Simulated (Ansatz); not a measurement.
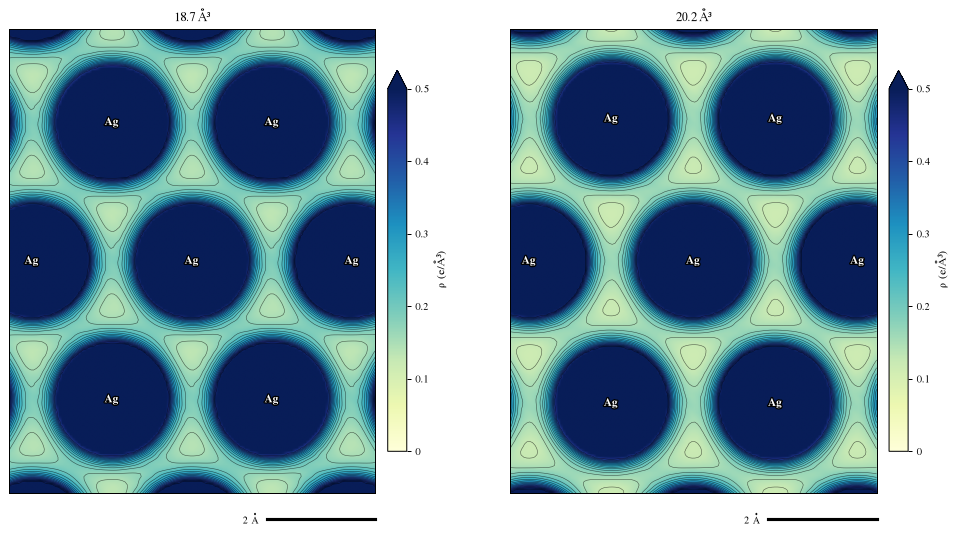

Ag. The valence pseudo-density of cells scaled evenly to different volumes (given per atom above each panel), on the (001) plane of each (indices in the axes of the cell below), at one length scale and on one colour scale.

A generated structure, not necessarily the stable one.

Computed with Ansatz, DFT, RPBE, plane waves (420 eV) with PAW, scalar-relativistic.

The density is the valence pseudo-density of a PAW calculation; it isn't the true density close to the nuclei.

The largest cell:

```xyz
2
Lattice="-2.0428 1.6785 1.4979 1.6785 -2.0428 1.4979 3.8864 3.8864 -2.1652" Properties=species:S:1:pos:R:3 pbc="T T T"
Ag   -1.8882    1.5239    1.4979
Ag    0.6762    2.8460    0.4153
```

| volume (Å³/atom) | Ag–Ag contact in the plane (Å) | ρ at its midpoint (e/Å³) | pressure (GPa) | 
| --- | --- | --- | --- |
| 18.70 | 2.962 | 0.187 | 0.0 | 
| 19.45 | 3.001 | ? | ? | 
| 20.20 | 3.039 | 0.162 | −4.5 | 

Estimate the missing row, and compare with the calculation.

Answer. Over the known rows ln ρ falls by 1.86 per Å of Ag–Ag distance (the line through the two), which gives 0.174 e/Å³ at 3.001 Å; the calculation gives 0.173 e/Å³. For the pressure, a straight line in volume between the neighbouring rows gives −2.2 GPa; the calculation gives −2.5.
